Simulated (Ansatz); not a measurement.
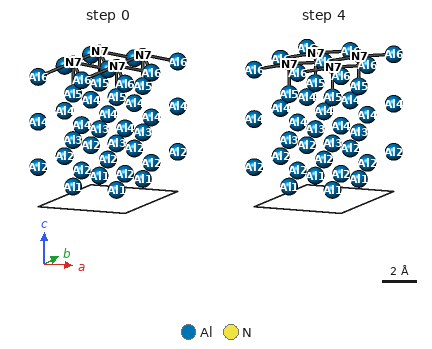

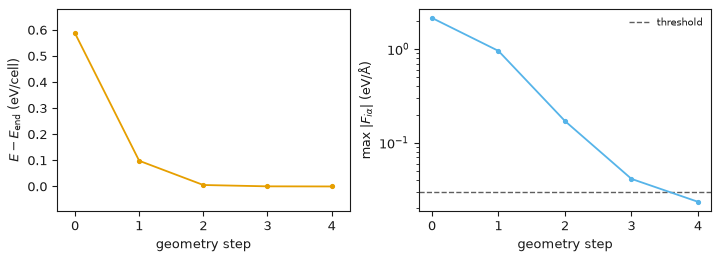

First and last geometry of a constrained relaxation of a slab of composition Al$_{6}$N (cut from the Fm-3m phase), with the history of the run. The picture is a ball-and-stick view of the 2 × 2 repeat of the cell, outlined in the plane, without the vacuum, seen slightly off an axis.

Case: N put over an Al atom of a lower plane. The slab is the (1 1 0) face of Al with N on it. 3 atoms are held fixed.

Method: Ansatz, DFT PBEsol, scalar-relativistic, plane waves, PAW. Settings: plane-wave cutoff 420 eV; k-point mesh 10 × 7 × 1; occupations gaussian; smearing width 0.1 eV; no spin polarisation; dipole correction; atoms relaxed in a fixed cell; force threshold 0.03 eV/Å; at most 70 steps.

**What do the curves and the structures tell?**

It converged. The energy falls by 0.587 eV per cell of the calculation in 4 geometry steps. Largest force component: 2.2 eV/Å at the start, 0.023 eV/Å at the end. The atom that moves furthest is Al6 (0.44 Å along the normal (+c)). Largest moves by element: Al 0.44 Å, N 0.09 Å. The lattice vectors keep their values. Some distances before and after: Al6–N7 2.546 → 2.462 Å, Al5–N7 1.920 → 1.848 Å.

Limits of the set-up: the cell has an odd number of electrons but was run without spin polarisation; the periodic images lie only 2.8 Å apart, so the values are limited by the cell's size.
